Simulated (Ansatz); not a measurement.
Input file:

```
crystal:
  lattice:
    - [4.0242581516, 0.0, 0.0]
    - [-2.0121290758, 3.4851097906, 0.0]
    - [0.0, 0.0, 4.9708130084]
  atoms:
    - { symbol: Al, position: [0.3333333333, 0.6666666667, 0.1931627627] }
    - { symbol: Al, position: [0.6666666667, 0.3333333333, 0.8068372373] }
    - { symbol: Ni, position: [0.3333333333, 0.6666666667, 0.6890654136] }
    - { symbol: Ni, position: [0.6666666667, 0.3333333333, 0.3109345864] }
    - { symbol: Ni, position: [0.0, 0.0, 0.5] }
    - { symbol: Ni, position: [0.0, 0.0, 0.0] }
basis:
  ecutwfc: 420
kpoints:
  mp_grid: { grid: [12, 12, 8] }
  band_path:
    path:
      - [[0.0, 0.0, 0.0], [0.5, 0.0, 0.0], [0.33333333, 0.33333333, 0.0], [0.0, 0.0, 0.0], [0.0, 0.0, 0.5], [0.5, 0.0, 0.5], [0.33333333, 0.33333333, 0.5], [0.0, 0.0, 0.5]]
      - [[0.5, 0.0, 0.5], [0.5, 0.0, 0.0]]
      - [[0.33333333, 0.33333333, 0.5], [0.33333333, 0.33333333, 0.0]]
    npoints: 14
hamiltonian:
  xc: pbesol
scf:
  occupations: { method: gaussian, width: 0.1 }
  n_extra_bands: 15
output:
  forces: true
  stress: true
  eigenvalues: true
  populations: true
  dos: { projected: true, de: 0.02, nscf_kmesh: { grid: [18, 18, 12] } }
  bader: true
  write_density: true
  write_potential: true
  elf: true
  volumetric_format: npy
```

Run with:

```sh
ansatz run input.yaml --threads 1 --pin off --max-ram 2560MiB --backend cpu --events-out ev --progress --plain --runs-dir out
```

Below, planes, directions and counts refer to the conventional cell (a = 4.02 Å, b = 4.02 Å, c = 4.97 Å, α = 90.00°, β = 90.00°, γ = 120.00°).

Space group P-3m1; a structure from a database of computed crystals, not necessarily the ambient phase; computed pressure about −7 GPa in this cell; computed without spin polarisation.

All numbers below come from DFT PBEsol, scalar-relativistic, plane waves, PAW in Ansatz 0.2.0.

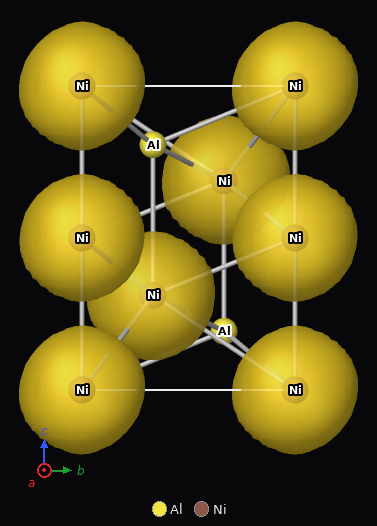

AlNi$_{2}$. Isosurface of the valence pseudo-density at 0.4 e/Å³ (yellow), seen along the a axis. Sticks mark near contacts.

Q: How is the density connected at this value?

A: At this value the density breaks into separate islands; it holds about 85 % of the electrons treated as valence (semicore included). It bridges none of the near contacts. It is pinched off along the shortest Al–Ni (2.40 Å), Ni–Ni (2.49 Å), Al–Ni (2.47 Å) and Al–Ni (2.51 Å) contacts. On the grid the lowest density along these lines, outside the cores, is 0.27 e/Å³ (Al–Ni, 2.40 Å), 0.33 e/Å³ (Ni–Ni, 2.49 Å), 0.24 e/Å³ (Al–Ni, 2.47 Å) and 0.22 e/Å³ (Al–Ni, 2.51 Å).
